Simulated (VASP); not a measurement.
# Run report: W$_{7}$S$_{16}$, single-point calculation (part 2 of 4)

W$_{7}$S$_{16}$ (defect cell, 23 atoms in the cell); Kohn-Sham DFT of a periodic cell, PBEsol, VASP PAW PBE potentials, recommended, spin-polarised (VASP 6.6.1); cutoff 350 eV, 4×4×2 k-mesh, Gaussian smearing of 0.03 eV, collinear spins. The structure derives from an entry of the Crystallography Open Database.

Geometry of the input (Å; fractional positions):
```
6.3064  0.0000  0.0000
-3.1532  5.4615  0.0000
0.0000  0.0000  12.3230
W  0.1797  0.8421  0.2500
W  0.6594  0.3226  0.2500
W  0.6601  0.8428  0.2506
W  0.3337  0.1669  0.7502
W  0.3338  0.6669  0.7503
W  0.8337  0.1669  0.7502
W  0.8336  0.6670  0.7502
S  0.1671  0.3337  0.6233
S  0.1671  0.8335  0.6232
S  0.6669  0.3334  0.6232
S  0.6670  0.8335  0.6232
S  0.3427  0.1835  0.1259
S  0.3269  0.6791  0.1217
S  0.8311  0.1586  0.1242
S  0.8329  0.6701  0.1273
S  0.1670  0.3335  0.8772
S  0.1672  0.8338  0.8773
S  0.6672  0.3337  0.8774
S  0.6671  0.8337  0.8773
S  0.3242  0.1527  0.3778
S  0.3415  0.6627  0.3738
S  0.8283  0.1773  0.3773
S  0.8329  0.6683  0.3733
```

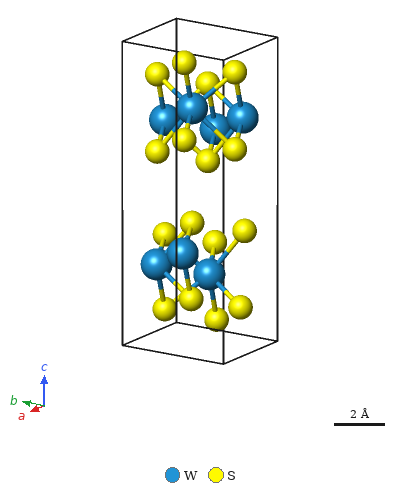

Figure 1. The input geometry (ball-and-stick view of the cell of the calculation, seen at an oblique angle). An atom can appear more than once, as a periodic image.

**Parts of OUTCAR, continued**
```
     86       4.9161      1.00000
     87       5.1031      1.00000
     88       5.1563      1.00000
     89       5.1566      1.00000
     90       5.2857      1.00000
     91       5.3875      1.00000
     92       5.4352      1.00000
     93       5.4390      1.00000
     94       5.4783      1.00000
     95       5.8345      1.00000
     96       5.8886      1.00000
     97       6.2272      1.00000
     98       6.9451      0.00000
     99       6.9614      0.00000
    100       7.5894      0.00000
    101       8.6912      0.00000
    102       9.1126      0.00000
    103       9.1142      0.00000
    104       9.1243      0.00000
    105       9.1246      0.00000
    106       9.1253      0.00000
    107       9.1844      0.00000
    108       9.1950      0.00000
    109       9.2454      0.00000

 k-point     2 :       0.2500   -0.0000    0.0000
  band No.  band energies     occupation
      1     -68.2013      1.00000
      2     -68.1883      1.00000
      3     -68.1856      1.00000
      4     -67.7573      1.00000
      5     -67.7439      1.00000
      6     -67.7422      1.00000
      7     -67.7367      1.00000
      8     -32.6096      1.00000
      9     -32.5685      1.00000
     10     -32.5594      1.00000
     11     -32.4271      1.00000
     12     -32.4071      1.00000
     13     -32.3705      1.00000
     14     -32.3628      1.00000
     15     -32.3346      1.00000
     16     -32.2985      1.00000
     17     -32.1899      1.00000
     18     -32.1862      1.00000
     19     -32.1635      1.00000
     20     -32.0233      1.00000
     21     -31.9745      1.00000
     22     -31.9658      1.00000
     23     -31.9647      1.00000
     24     -31.9625      1.00000
     25     -31.9618      1.00000
     26     -31.9212      1.00000
     27     -31.9019      1.00000
     28     -31.8592      1.00000
     29      -8.5093      1.00000
     30      -8.1771      1.00000
     31      -7.0816      1.00000
     32      -6.9350      1.00000
     33      -6.6918      1.00000
     34      -6.6781      1.00000
     35      -6.5107      1.00000
     36      -6.5059      1.00000
     37      -6.4201      1.00000
     38      -6.2664      1.00000
     39      -6.2488      1.00000
     40      -6.1912      1.00000
     41      -6.0939      1.00000
     42      -6.0331      1.00000
     43      -5.7502      1.00000
     44      -5.6549      1.00000
     45      -0.4428      1.00000
     46      -0.2073      1.00000
     47      -0.1878      1.00000
     48      -0.0882      1.00000
     49       0.1359      1.00000
     50       0.1828      1.00000
     51       0.5562      1.00000
     52       0.7762      1.00000
     53       0.7830      1.00000
     54       0.9501      1.00000
     55       0.9605      1.00000
     56       0.9779      1.00000
     57       1.2337      1.00000
     58       1.4334      1.00000
     59       1.5605      1.00000
     60       1.5888      1.00000
     61       1.7270      1.00000
     62       2.1525      1.00000
     63       2.2565      1.00000
     64       2.3281      1.00000
     65       2.4975      1.00000
     66       2.5339      1.00000
     67       2.6503      1.00000
     68       2.7213      1.00000
     69       2.7584      1.00000
     70       2.9037      1.00000
     71       3.1458      1.00000
     72       3.3726      1.00000
     73       3.4633      1.00000
     74       3.5438      1.00000
     75       3.6585      1.00000
     76       3.7575      1.00000
     77       3.7644      1.00000
     78       3.8791      1.00000
     79       3.9359      1.00000
     80       3.9567      1.00000
     81       4.1663      1.00000
     82       4.1715      1.00000
     83       4.1996      1.00000
     84       4.3097      1.00000
     85       4.3912      1.00000
     86       4.4588      1.00000
     87       4.5371      1.00000
     88       4.7316      1.00000
     89       4.8454      1.00000
     90       5.1282      1.00000
     91       5.2813      1.00000
     92       5.4846      1.00000
     93       5.5045      1.00000
     94       5.5936      1.00000
     95       5.9410      1.00000
     96       6.1786      1.00000
     97       6.2786      1.00000
     98       6.5863      0.02921
     99       6.8227      0.00000
    100       7.2592      0.00000
    101       8.4210      0.00000
    102       8.6609      0.00000
    103       8.7948      0.00000
    104       8.8774      0.00000
    105       8.9126      0.00000
    106       8.9671      0.00000
    107       8.9687      0.00000
    108       8.9985      0.00000
    109       9.1189      0.00000

 k-point     3 :       0.0000    0.2500    0.0000
  band No.  band energies     occupation
      1     -68.2014      1.00000
      2     -68.1877      1.00000
      3     -68.1862      1.00000
      4     -67.7572      1.00000
      5     -67.7442      1.00000
      6     -67.7419      1.00000
      7     -67.7367      1.00000
      8     -32.6103      1.00000
      9     -32.5688      1.00000
     10     -32.5585      1.00000
     11     -32.4271      1.00000
     12     -32.4073      1.00000
     13     -32.3691      1.00000
     14     -32.3638      1.00000
     15     -32.3343      1.00000
     16     -32.2992      1.00000
     17     -32.1894      1.00000
     18     -32.1865      1.00000
     19     -32.1636      1.00000
     20     -32.0233      1.00000
     21     -31.9746      1.00000
     22     -31.9655      1.00000
     23     -31.9647      1.00000
     24     -31.9627      1.00000
     25     -31.9620      1.00000
     26     -31.9211      1.00000
     27     -31.9019      1.00000
     28     -31.8592      1.00000
     29      -8.5094      1.00000
     30      -8.1775      1.00000
     31      -7.0819      1.00000
     32      -6.9345      1.00000
     33      -6.6925      1.00000
     34      -6.6732      1.00000
     35      -6.5123      1.00000
     36      -6.5042      1.00000
     37      -6.4202      1.00000
     38      -6.2628      1.00000
     39      -6.2497      1.00000
     40      -6.1888      1.00000
     41      -6.1140      1.00000
     42      -6.0131      1.00000
     43      -5.7721      1.00000
     44      -5.6430      1.00000
     45      -0.4432      1.00000
     46      -0.2071      1.00000
     47      -0.1879      1.00000
     48      -0.0872      1.00000
     49       0.1331      1.00000
     50       0.1891      1.00000
     51       0.5565      1.00000
     52       0.7752      1.00000
     53       0.7824      1.00000
     54       0.9378      1.00000
     55       0.9573      1.00000
     56       0.9863      1.00000
     57       1.2358      1.00000
     58       1.4342      1.00000
     59       1.5581      1.00000
     60       1.5889      1.00000
     61       1.7292      1.00000
     62       2.1572      1.00000
     63       2.2631      1.00000
     64       2.3277      1.00000
     65       2.4943      1.00000
     66       2.5352      1.00000
     67       2.6505      1.00000
     68       2.7224      1.00000
     69       2.7567      1.00000
     70       2.9040      1.00000
     71       3.1525      1.00000
     72       3.3798      1.00000
     73       3.4500      1.00000
     74       3.5436      1.00000
     75       3.6605      1.00000
     76       3.7568      1.00000
     77       3.7679      1.00000
     78       3.8763      1.00000
     79       3.9322      1.00000
     80       3.9583      1.00000
     81       4.1670      1.00000
     82       4.1723      1.00000
     83       4.2179      1.00000
     84       4.2767      1.00000
     85       4.3970      1.00000
     86       4.4478      1.00000
     87       4.5323      1.00000
     88       4.7316      1.00000
     89       4.8477      1.00000
     90       5.1305      1.00000
     91       5.2880      1.00000
     92       5.4865      1.00000
     93       5.5063      1.00000
     94       5.5895      1.00000
     95       5.9434      1.00000
     96       6.1207      1.00000
     97       6.3532      1.00000
     98       6.6160      0.00050
     99       6.7891      0.00000
    100       7.2468      0.00000
    101       8.4177      0.00000
    102       8.6573      0.00000
    103       8.7915      0.00000
    104       8.8781      0.00000
    105       8.9125      0.00000
    106       8.9655      0.00000
    107       8.9699      0.00000
    108       9.0044      0.00000
    109       9.1252      0.00000

 k-point     4 :      -0.2500    0.2500    0.0000
  band No.  band energies     occupation
      1     -68.2015      1.00000
      2     -68.1875      1.00000
      3     -68.1864      1.00000
      4     -67.7572      1.00000
      5     -67.7444      1.00000
      6     -67.7417      1.00000
      7     -67.7368      1.00000
      8     -32.6106      1.00000
      9     -32.5686      1.00000
     10     -32.5584      1.00000
     11     -32.4270      1.00000
     12     -32.4073      1.00000
     13     -32.3685      1.00000
     14     -32.3643      1.00000
     15     -32.3339      1.00000
     16     -32.2997      1.00000
     17     -32.1896      1.00000
     18     -32.1863      1.00000
     19     -32.1636      1.00000
     20     -32.0233      1.00000
     21     -31.9746      1.00000
     22     -31.9653      1.00000
     23     -31.9643      1.00000
     24     -31.9630      1.00000
     25     -31.9621      1.00000
     26     -31.9211      1.00000
     27     -31.9019      1.00000
     28     -31.8591      1.00000
     29      -8.5094      1.00000
     30      -8.1777      1.00000
     31      -7.0819      1.00000
     32      -6.9339      1.00000
     33      -6.6931      1.00000
     34      -6.6721      1.00000
     35      -6.5115      1.00000
     36      -6.5055      1.00000
     37      -6.4190      1.00000
     38      -6.2643      1.00000
     39      -6.2489      1.00000
     40      -6.1860      1.00000
     41      -6.1197      1.00000
     42      -6.0098      1.00000
     43      -5.7771      1.00000
     44      -5.6395      1.00000
     45      -0.4432      1.00000
     46      -0.2077      1.00000
     47      -0.1869      1.00000
     48      -0.0881      1.00000
     49       0.1327      1.00000
     50       0.1903      1.00000
     51       0.5569      1.00000
     52       0.7752      1.00000
     53       0.7838      1.00000
     54       0.9375      1.00000
     55       0.9550      1.00000
     56       0.9845      1.00000
     57       1.2365      1.00000
     58       1.4411      1.00000
     59       1.5551      1.00000
     60       1.5846      1.00000
     61       1.7319      1.00000
     62       2.1569      1.00000
     63       2.2676      1.00000
     64       2.3261      1.00000
     65       2.4925      1.00000
     66       2.5340      1.00000
     67       2.6503      1.00000
     68       2.7231      1.00000
     69       2.7563      1.00000
     70       2.9037      1.00000
     71       3.1540      1.00000
     72       3.3821      1.00000
     73       3.4492      1.00000
     74       3.5438      1.00000
     75       3.6543      1.00000
     76       3.7591      1.00000
     77       3.7676      1.00000
     78       3.8784      1.00000
     79       3.9431      1.00000
     80       3.9521      1.00000
     81       4.1698      1.00000
     82       4.1719      1.00000
     83       4.2119      1.00000
     84       4.2726      1.00000
     85       4.3977      1.00000
     86       4.4433      1.00000
     87       4.5363      1.00000
     88       4.7316      1.00000
     89       4.8459      1.00000
     90       5.1325      1.00000
     91       5.2892      1.00000
     92       5.4887      1.00000
     93       5.5049      1.00000
     94       5.5878      1.00000
     95       5.9442      1.00000
     96       6.1124      1.00000
     97       6.3641      1.00000
     98       6.6294      0.00004
     99       6.7751      0.00000
    100       7.2447      0.00000
    101       8.4168      0.00000
    102       8.6574      0.00000
    103       8.7934      0.00000
    104       8.8790      0.00000
    105       8.9138      0.00000
    106       8.9655      0.00000
    107       8.9706      0.00000
    108       9.0066      0.00000
    109       9.1240      0.00000

 k-point     5 :       0.5000   -0.0000    0.0000
  band No.  band energies     occupation
      1     -68.1992      1.00000
      2     -68.1904      1.00000
      3     -68.1856      1.00000
      4     -67.7520      1.00000
      5     -67.7488      1.00000
      6     -67.7422      1.00000
      7     -67.7370      1.00000
      8     -32.5932      1.00000
      9     -32.5319      1.00000
     10     -32.5232      1.00000
     11     -32.4458      1.00000
     12     -32.4024      1.00000
     13     -32.3993      1.00000
     14     -32.3791      1.00000
     15     -32.3620      1.00000
     16     -32.3044      1.00000
     17     -32.1511      1.00000
     18     -32.1459      1.00000
     19     -32.0362      1.00000
     20     -32.0328      1.00000
     21     -32.0062      1.00000
     22     -32.0019      1.00000
     23     -32.0005      1.00000
     24     -31.9972      1.00000
     25     -31.9658      1.00000
     26     -31.9620      1.00000
     27     -31.8930      1.00000
     28     -31.8877      1.00000
     29      -7.8916      1.00000
     30      -7.7841      1.00000
     31      -7.6842      1.00000
     32      -7.1782      1.00000
     33      -6.8307      1.00000
     34      -6.7516      1.00000
     35      -6.5569      1.00000
     36      -6.5298      1.00000
     37      -6.5290      1.00000
     38      -6.2557      1.00000
     39      -6.2377      1.00000
     40      -6.2318      1.00000
     41      -6.1456      1.00000
     42      -6.0702      1.00000
     43      -5.8437      1.00000
     44      -5.6373      1.00000
     45       0.0982      1.00000
     46       0.2823      1.00000
     47       0.2858      1.00000
     48       0.3239      1.00000
     49       0.5437      1.00000
     50       0.7052      1.00000
     51       0.7482      1.00000
     52       0.7515      1.00000
     53       0.9384      1.00000
     54       1.0331      1.00000
     55       1.0901      1.00000
     56       1.3130      1.00000
     57       1.4934      1.00000
     58       1.6723      1.00000
     59       1.8417      1.00000
     60       1.8468      1.00000
     61       1.9078      1.00000
     62       1.9732      1.00000
     63       2.0955      1.00000
     64       2.1744      1.00000
     65       2.2293      1.00000
     66       2.3095      1.00000
     67       2.3809      1.00000
     68       2.5127      1.00000
     69       2.6435      1.00000
     70       2.7325      1.00000
     71       2.7937      1.00000
     72       2.9580      1.00000
     73       2.9792      1.00000
     74       3.1469      1.00000
     75       3.3775      1.00000
     76       3.3819      1.00000
     77       3.4184      1.00000
     78       3.4513      1.00000
     79       3.4713      1.00000
     80       4.0261      1.00000
     81       4.1541      1.00000
     82       4.1692      1.00000
     83       4.1895      1.00000
     84       4.2465      1.00000
     85       4.2668      1.00000
     86       4.3263      1.00000
     87       4.4146      1.00000
     88       4.8991      1.00000
     89       4.9907      1.00000
     90       5.0893      1.00000
     91       5.2229      1.00000
     92       5.2284      1.00000
     93       5.2962      1.00000
     94       5.4868      1.00000
     95       5.5277      1.00000
     96       5.5496      1.00000
     97       6.3290      1.00000
     98       6.6613      0.00000
     99       6.9246      0.00000
    100       6.9317      0.00000
    101       8.0937      0.00000
    102       8.1628      0.00000
    103       8.3836      0.00000
    104       8.6787      0.00000
    105       8.6921      0.00000
    106       8.7605      0.00000
    107       8.7832      0.00000
    108       8.8832      0.00000
    109       9.0666      0.00000

 [... the levels of 14 k-points are left out ...]

 k-point    20 :       0.5000    0.2500    0.5000
  band No.  band energies     occupation
      1     -68.1994      1.00000
      2     -68.1899      1.00000
      3     -68.1860      1.00000
      4     -67.7527      1.00000
      5     -67.7468      1.00000
      6     -67.7439      1.00000
      7     -67.7366      1.00000
      8     -32.5709      1.00000
      9     -32.5624      1.00000
     10     -32.5265      1.00000
     11     -32.4420      1.00000
     12     -32.4032      1.00000
     13     -32.3831      1.00000
     14     -32.3764      1.00000
     15     -32.3629      1.00000
     16     -32.3138      1.00000
     17     -32.1528      1.00000
     18     -32.1072      1.00000
     19     -32.1069      1.00000
     20     -32.0473      1.00000
     21     -32.0061      1.00000
     22     -31.9898      1.00000
     23     -31.9829      1.00000
     24     -31.9799      1.00000
     25     -31.9566      1.00000
     26     -31.9321      1.00000
     27     -31.9315      1.00000
     28     -31.8873      1.00000
     29      -7.9918      1.00000
     30      -7.8620      1.00000
     31      -7.2001      1.00000
     32      -7.1966      1.00000
     33      -7.0789      1.00000
     34      -6.7620      1.00000
     35      -6.6790      1.00000
     36      -6.5874      1.00000
     37      -6.4653      1.00000
     38      -6.3772      1.00000
     39      -6.2285      1.00000
     40      -6.2088      1.00000
     41      -6.1085      1.00000
     42      -5.9815      1.00000
     43      -5.8310      1.00000
     44      -5.5944      1.00000
     45       0.3251      1.00000
     46       0.3337      1.00000
     47       0.3534      1.00000
     48       0.4072      1.00000
     49       0.4372      1.00000
     50       0.4443      1.00000
     51       0.5558      1.00000
     52       0.6716      1.00000
     53       0.9358      1.00000
     54       1.1368      1.00000
     55       1.3371      1.00000
     56       1.4065      1.00000
     57       1.4817      1.00000
     58       1.6109      1.00000
     59       1.6956      1.00000
     60       1.7674      1.00000
     61       1.7909      1.00000
     62       1.8302      1.00000
     63       1.9955      1.00000
     64       2.1824      1.00000
     65       2.3076      1.00000
     66       2.3687      1.00000
     67       2.5202      1.00000
     68       2.5720      1.00000
     69       2.6865      1.00000
     70       2.7241      1.00000
     71       2.7785      1.00000
     72       2.9152      1.00000
     73       3.0086      1.00000
     74       3.0649      1.00000
     75       3.1744      1.00000
```
